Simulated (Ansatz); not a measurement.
## WSi2: geometry relaxation (part 2 of 2)

Continued. System: WSi2 (6 atoms in the cell). Method: DFT r2SCAN, scalar-relativistic, plane waves, PAW, no spin polarisation (Ansatz 0.2.0); cutoff 500 eV, 12×12×6 k-mesh, Gaussian smearing of 0.1 eV. The structure derives from an entry of the Crystallography Open Database. It belongs to a series of runs on one base structure; here: biaxial strain in the a-b plane, c and atoms relaxed: -3.0 %.

```
basis re-selected at this cell: Δ(F+E_penalty+E_count) = +1.060e-4 eV, ΔP = -0.000 GPa vs the last step (what re-selecting the basis moved, of the pressure what is left beyond the Pulay correction that the steps carried, after the strain that the cell walked since its last selection, with what the two solves' SCF thresholds leave and, on support functions, any second-order correction that the steps lacked; it is no measure of the basis error at this ecutwfc). This SCF's stress stands 1.49e-2 GPa from its target on what of the cell is left free (relax.cell.stress_tol is 1.50e-2 GPa) and its largest allowed force component is 4.34e-3 eV/Å (relax.f_tol is 8.00e-3 eV/Å): within both
SCF converged after 5 iterations
Free energy (F): -23352.477244 eV
Harris-Foulkes:  -23352.477244 eV  (|F-HF|=1.46e-11)
Internal energy: -23352.474128 eV  (E = F + TS)
E sigma→0 (E₀):  -23352.475686 eV
Entropy (-TS):   -0.003116 eV (-0.519 meV/atom)
Fermi energy:    17.939705 eV
--- Per-component energies (eV) ---
  E_band       = -149.880332
  E_kinetic    = 1095.460064
  E_local      = -1833.501818  (includes V_loc(G=0)·N_el)
  E_nonlocal   = 100.056875
  E_hartree    = 735.161587
  E_xc         = -717.363912
  E_vxc        = -739.735354  (∫ρ·V_xc dr)
  E_paw        = -19265.950642  (= ΣΔE_a)
  E_vpaw       = -278.876344  (= ΣTr[D̂ρ^β])
  E_aug_tail   = -0.000090  (compensation charges beyond the density's cutoff)
  E_vtau       = 36.393105  (kinetic-family band-sum trace: ∫τ·v_τ [+ j·A + Jᵃ·Aᵃ] dr)
  E_ewald      = -3464.854561
  E_core_change = -1.481630  (= ΣΔE_core)
  E_smearing   = -0.003116  (= −TS)
  E_closure    = -0.000000  (closes the sum)
  Σ components = -23352.477244   (vs F -23352.477244, Δ=0.00e0)
--- Forces (eV/Å), atoms counted from 1 ---
  atom   1  Si     0.00000000    -0.00000000    -0.00434170
  atom   2  Si     0.00000000     0.00000000     0.00434170
  atom   3  Si     0.00000000    -0.00000000    -0.00434170
  atom   4  Si     0.00000000     0.00000000     0.00434170
  atom   5  W     -0.00000000     0.00000000     0.00000000
  atom   6  W      0.00000000    -0.00000000    -0.00000000
  max |Σ_I F_I| component: 8.67e-18 eV/Å
--- Stress (GPa, compression-positive) ---
       18.014486       0.000000       0.000000
        0.000000      18.014486       0.000000
        0.000000       0.000000      -0.014878
  P = ⅓ Tr σ = 12.0047 GPa (120.047 kbar)
--- Band table (eV; the first three rows and the last of 112) ---
  k-point 0: bands = ["-57.7691", "-57.7689", "-21.5566", "-21.5338", "-21.4034", "-21.4034", "-21.4020", "-21.4020", "2.4232", "4.7295", "5.7861", "10.0719", "13.4078", "13.5175", "14.0518", "14.7990", "14.7990", "14.9637", "17.1423", "17.1423", "17.1840", "17.1840", "18.7183", "18.8869", "20.6768", "21.4372", "21.5403", "21.5403"]
  k-point 1: bands = ["-57.7691", "-57.7689", "-21.5551", "-21.5354", "-21.4033", "-21.4033", "-21.4021", "-21.4021", "2.5066", "4.3081", "6.2903", "9.7405", "13.5484", "13.6996", "14.0099", "14.8684", "14.8684", "14.9820", "16.4711", "16.4711", "17.9428", "17.9428", "18.7292", "18.8751", "20.8336", "20.8434", "21.2197", "21.2197"]
  k-point 2: bands = ["-57.7690", "-57.7689", "-21.5509", "-21.5395", "-21.4030", "-21.4030", "-21.4023", "-21.4023", "2.7536", "3.6889", "7.1537", "8.9842", "13.6358", "13.9009", "14.2888", "14.9738", "15.0754", "15.0754", "15.8847", "15.8847", "18.7592", "18.7856", "18.7856", "18.8434", "20.1799", "20.4775", "20.5056", "20.5056"]
  k-point 111: bands = ["-57.7422", "-57.7422", "-21.6815", "-21.6815", "-21.6815", "-21.6815", "-21.4673", "-21.4673", "7.7160", "7.7160", "10.4113", "10.4113", "10.4113", "10.4113", "10.8262", "10.8262", "14.3854", "14.3854", "14.9506", "14.9506", "14.9506", "14.9506", "17.9569", "17.9569", "21.5680", "21.5680", "21.9123", "21.9123"]
--- Relaxed structure (4 steps of the walk, 4 accepted, 1 SCFs on fresh bases) ---
  F+E_penalty+E_count = -23352.47724377 eV   max|allowed force component| = 4.342e-3 eV/Å   (the final SCF, on the basis selected at the relaxed cell)
  cell:  # Å, volume = 76.6291 Å³
    - [3.1149543094, 1.2699094008278558e-127, 0.0]
    - [1.2699094008278558e-127, 3.1149543094, 0.0]
    - [0.0, 0.0, 7.897512057600017]
  atoms:
    - { symbol: Si, position: [-1.255388517878039e-36, 3.018970383674643e-37, 0.3339543280099335] }
    - { symbol: Si, position: [0.5, 0.5, 0.16604567199006662] }
    - { symbol: Si, position: [0.5, 0.5, 0.8339543280099333] }
    - { symbol: Si, position: [-7.723532564900962e-37, -3.018970383674643e-37, 0.6660456719900667] }
    - { symbol: W, position: [2.1409531637559343e-36, -5.434146690614357e-37, -1.1371812706563162e-20] }
    - { symbol: W, position: [0.5, 0.5, 0.5] }
```

**Trajectory as extended XYZ (Å, eV, eV/Å), 5 frames, from step=1 to step=5**
```
6
Lattice="3.1150 0.0000 0.0000 0.0000 3.1150 0.0000 0.0000 0.0000 7.9451" Properties=species:S:1:pos:R:3:forces:R:3 step=1 energy=-23352.47197 pressure_GPa=10.36
Si    0.0000    0.0000    2.6567    0.0000   0.0000  -0.0512
Si    1.5575    1.5575    1.3158    0.0000   0.0000   0.0512
Si    1.5575    1.5575    6.6293    0.0000   0.0000  -0.0512
Si    0.0000    0.0000    5.2884    0.0000   0.0000   0.0512
W     0.0000    0.0000    0.0000    0.0000   0.0000   0.0000
W     1.5575    1.5575    3.9726    0.0000   0.0000   0.0000
6
Lattice="3.1150 0.0000 0.0000 0.0000 3.1150 0.0000 0.0000 0.0000 7.8805" Properties=species:S:1:pos:R:3:forces:R:3 step=2 energy=-23352.47663 pressure_GPa=12.68
Si    0.0000    0.0000    2.6329    0.0000   0.0000  -0.0374
Si    1.5575    1.5575    1.3074    0.0000   0.0000   0.0374
Si    1.5575    1.5575    6.5731    0.0000   0.0000  -0.0374
Si    0.0000    0.0000    5.2477    0.0000   0.0000   0.0374
W     0.0000    0.0000    0.0000    0.0000   0.0000   0.0000
W     1.5575    1.5575    3.9403    0.0000   0.0000   0.0000
6
Lattice="3.1150 0.0000 0.0000 0.0000 3.1150 0.0000 0.0000 0.0000 7.8975" Properties=species:S:1:pos:R:3:forces:R:3 step=3 energy=-23352.47733 pressure_GPa=12.02
Si    0.0000    0.0000    2.6379    0.0000   0.0000  -0.0148
Si    1.5575    1.5575    1.3109    0.0000   0.0000   0.0148
Si    1.5575    1.5575    6.5867    0.0000   0.0000  -0.0148
Si    0.0000    0.0000    5.2596    0.0000   0.0000   0.0148
W     0.0000    0.0000    0.0000    0.0000   0.0000   0.0000
W     1.5575    1.5575    3.9488    0.0000   0.0000   0.0000
6
Lattice="3.1150 0.0000 0.0000 0.0000 3.1150 0.0000 0.0000 0.0000 7.8975" Properties=species:S:1:pos:R:3:forces:R:3 step=4 energy=-23352.47735 pressure_GPa=12.00
Si    0.0000    0.0000    2.6374    0.0000   0.0000  -0.0043
Si    1.5575    1.5575    1.3113    0.0000   0.0000   0.0043
Si    1.5575    1.5575    6.5862    0.0000   0.0000  -0.0043
Si    0.0000    0.0000    5.2601    0.0000   0.0000   0.0043
W     0.0000    0.0000    0.0000    0.0000   0.0000   0.0000
W     1.5575    1.5575    3.9488    0.0000   0.0000   0.0000
6
Lattice="3.1150 0.0000 0.0000 0.0000 3.1150 0.0000 0.0000 0.0000 7.8975" Properties=species:S:1:pos:R:3:forces:R:3 step=5 energy=-23352.47724 pressure_GPa=12.00
Si    0.0000    0.0000    2.6374    0.0000   0.0000  -0.0043
Si    1.5575    1.5575    1.3113    0.0000   0.0000   0.0043
Si    1.5575    1.5575    6.5862    0.0000   0.0000  -0.0043
Si    0.0000    0.0000    5.2601    0.0000   0.0000   0.0043
W     0.0000    0.0000    0.0000    0.0000   0.0000   0.0000
W     1.5575    1.5575    3.9488    0.0000   0.0000   0.0000
```

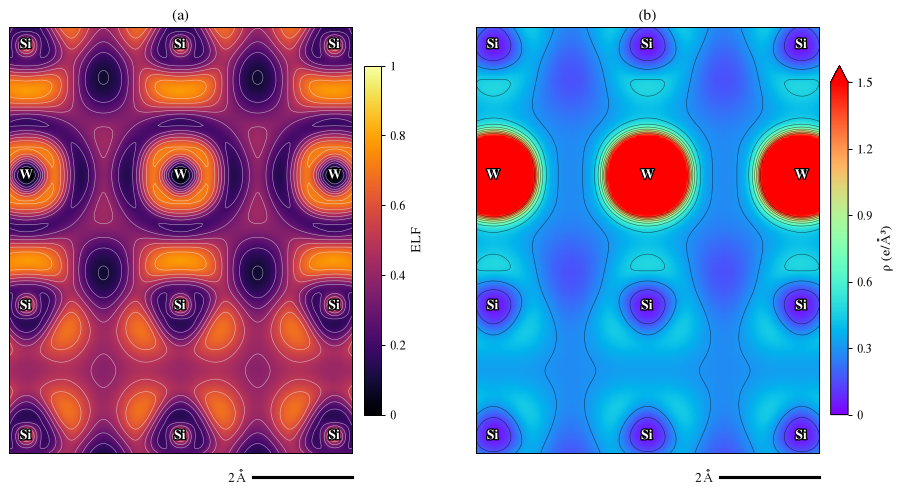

Figure 1. (a) electron localisation function; (b) valence charge density (pseudo) on the (010) plane of the conventional cell. The section cuts through Si and W sites. Si–Si (2.62 Å): the density is about 0.33 e/Å³ at the midpoint, a local maximum along the line; the ELF is about 0.40 at the midpoint. Si–W (2.64 Å): ρ at the midpoint is about 0.41 e/Å³; the ELF is about 0.40 at the midpoint. Away from the nuclei the density in this plane falls to 0.16 e/Å³ at its lowest. The strong features right at W lie inside the PAW spheres (semicore, d or f shells) and say nothing about bonding. Core electrons are frozen (PAW), so the fields are smoothed inside the atomic spheres.

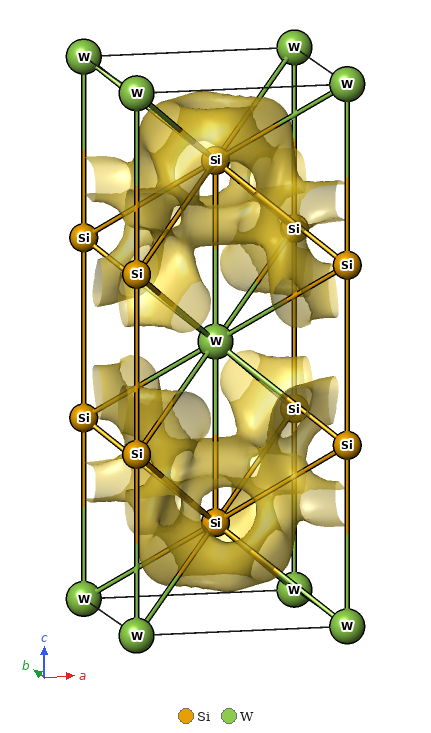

Figure 2. Isosurface of the electron localisation function at 0.6 (yellow), seen slightly off an axis. Core shells and regions of very low density are left out. Sticks mark near contacts. The outline is the cell set on symmetry axes. Values along the shortest contacts: Si–W (2.56 Å): the ELF is about 0.45 at the midpoint. Si–Si (2.57 Å): the ELF peaks at about 0.65 between the atoms.

This output came from the following input.

**Input**
```yaml
crystal:
  lattice:
    - [3.1149543094, 0.0, 0.0]
    - [0.0, 3.1149543094, 0.0]
    - [0.0, 0.0, 7.9450992882]
  atoms:
    - { symbol: Si, position: [0.0, 0.0, 0.3343881799] }
    - { symbol: Si, position: [0.5, 0.5, 0.1656118201] }
    - { symbol: Si, position: [0.5, 0.5, 0.8343881799] }
    - { symbol: Si, position: [0.0, 0.0, 0.6656118201] }
    - { symbol: W, position: [0.0, 0.0, 0.0] }
    - { symbol: W, position: [0.5, 0.5, 0.5] }
basis:
  ecutwfc: 500
kpoints:
  mp_grid: { grid: [12, 12, 6] }
hamiltonian:
  xc: r2scan
scf:
  occupations: { method: gaussian, width: 0.1 }
output:
  forces: true
  stress: true
  eigenvalues: true
  write_density: true
  write_potential: true
  elf: true
  volumetric_format: npy
relax:
  adjacent_minimum: "off"
  f_tol: 0.008
  max_steps: 40
  cell: { stress_tol: 0.015, fix: [a, b, gamma] }
```

Launched with:
```bash
ansatz run input.yaml --threads 1 --pin off --max-ram 2560MiB --backend cpu --events-out ev --progress --plain --runs-dir out
```

**Key numbers**

| quantity | value |
| --- | --- |
| outcome | converged |
| space group (tolerance 0.01 Å) | I4/mmm (139) |
| electrons treated | 44 |
| free energy | −23352.4772 eV |
| Fermi energy | 17.940 eV |
| gap on the k-point mesh | none (metallic) |
| pressure | 12.00 GPa |
| final volume | 76.63 Å³ |
| largest force (length of the vector) at the end | 0.004 eV/Å |
| final cell | a = 3.115 Å, b = 3.115 Å, c = 7.898 Å, α = 90.00°, β = 90.00°, γ = 90.00° |
| hardware | 1 thread of Intel Xeon (Granite Rapids), 32 GiB of memory available, shared host |
| wall time | 63 s |
| peak memory | 0.7 GiB |

**Notes**

Spin–orbit coupling is left out, which matters for W.
